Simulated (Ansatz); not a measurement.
Input

```
crystal:
  lattice:
    - [-4.0192481773, 4.0192481773, 4.0192481773]
    - [4.0192481773, -4.0192481773, 4.0192481773]
    - [4.0192481773, 4.0192481773, -4.0192481773]
  atoms:
    - { symbol: Ba, position: [0.5, 0.5, 0.5] }
    - { symbol: Ba, position: [0.0, 0.0, 0.5] }
    - { symbol: Ba, position: [0.0, 0.5, 0.0] }
    - { symbol: Ba, position: [0.5, 0.0, 0.0] }
    - { symbol: Ti, position: [0.0, 0.5, 0.5] }
    - { symbol: Ti, position: [0.5, 0.0, 0.5], spin: 0.333 }
    - { symbol: Ti, position: [0.5, 0.5, 0.0], spin: 0.333 }
    - { symbol: Ti, position: [0.0, 0.0, 0.0] }
    - { symbol: H, position: [0.5, 0.25, 0.75], spin: 0.333 }
    - { symbol: O, position: [0.0, 0.75, 0.75] }
    - { symbol: O, position: [0.0, 0.25, 0.25] }
    - { symbol: O, position: [0.5, 0.75, 0.25] }
    - { symbol: O, position: [0.25, 0.0, 0.25] }
    - { symbol: O, position: [0.75, 0.5, 0.25] }
    - { symbol: O, position: [0.75, 0.0, 0.75] }
    - { symbol: O, position: [0.25, 0.5, 0.75] }
    - { symbol: O, position: [0.75, 0.25, 0.5] }
    - { symbol: O, position: [0.25, 0.75, 0.5] }
    - { symbol: O, position: [0.25, 0.25, 0.0] }
    - { symbol: O, position: [0.75, 0.75, 0.0] }
  host:
    lattice:
      - [4.0192481773, 0.0, 0.0]
      - [0.0, 4.0192481773, 0.0]
      - [0.0, 0.0, 4.0192481773]
    atoms:
      - { symbol: Ba, position: [0.5, 0.5, 0.5] }
      - { symbol: Ti, position: [0.0, 0.0, 0.0] }
      - { symbol: O, position: [0.5, 0.0, 0.0] }
      - { symbol: O, position: [0.0, 0.5, 0.0] }
      - { symbol: O, position: [0.0, 0.0, 0.5] }
basis:
  ecutwfc: 420
  xc_grid: 2
kpoints:
  mp_grid: { grid: [3, 3, 3], shift: [0.0, 0.0, 0.0] }
hamiltonian:
  xc: pbe
scf:
  occupations: { method: gaussian, width: 0.01 }
output:
  forces: true
  stress: false
  eigenvalues: true
  populations: true
  charged_corrections: { defect_position: [0.5, 0.25, 0.75] }
  write_density: true
  write_potential: true
  elf: true
  volumetric_format: npy
magnetization:
  spin_polarized: true
relax:
  adjacent_minimum: "off"
  f_tol: 0.025
  max_steps: 45
```

Launched as:

```sh
ansatz run input.yaml --threads 2 --pin off --max-ram 5120MiB --backend cpu --events-out ev --progress --plain --runs-dir out
```

The fields are those of the run's last geometry, not of the input's.

Spin-polarised.

Theory: DFT PBE, scalar-relativistic, plane waves, PAW in Ansatz 0.2.0.

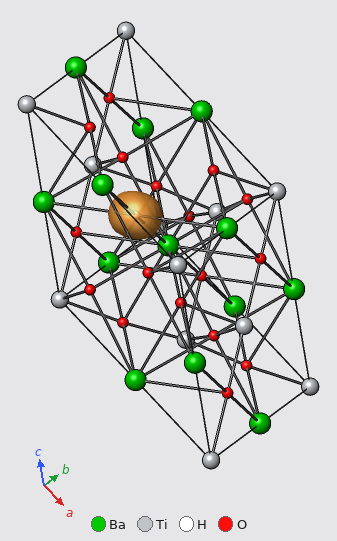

Ba4Ti4HO11 (cell with a defect). Isosurface of the ELF at 0.9 (orange), seen slightly off an axis. Only the valence region is drawn (cores and ρ < 0.01 e/Å³ removed). Sticks mark near contacts.

In a PAW calculation such maps are meaningful between the atoms, not at the nuclei.

Describe the localisation domains.

At this value the surface marks out one region around a hydrogen nucleus, counted in one cell of 20 atoms. Any copies at cell faces, edges or corners count once.

Values along the shortest contacts:
Ti–O (1.91 Å): the ELF peaks at about 0.80 in the valence shell of O, 0.6 Å from its nucleus, and is about 0.20 at the midpoint: no localised pair shows between them. Ti–H (2.11 Å): the ELF climbs to about 1 towards the hydrogen.

Does the calculation make it a metal, or give it a gap?

It is gapless in this calculation (a metal or semimetal).
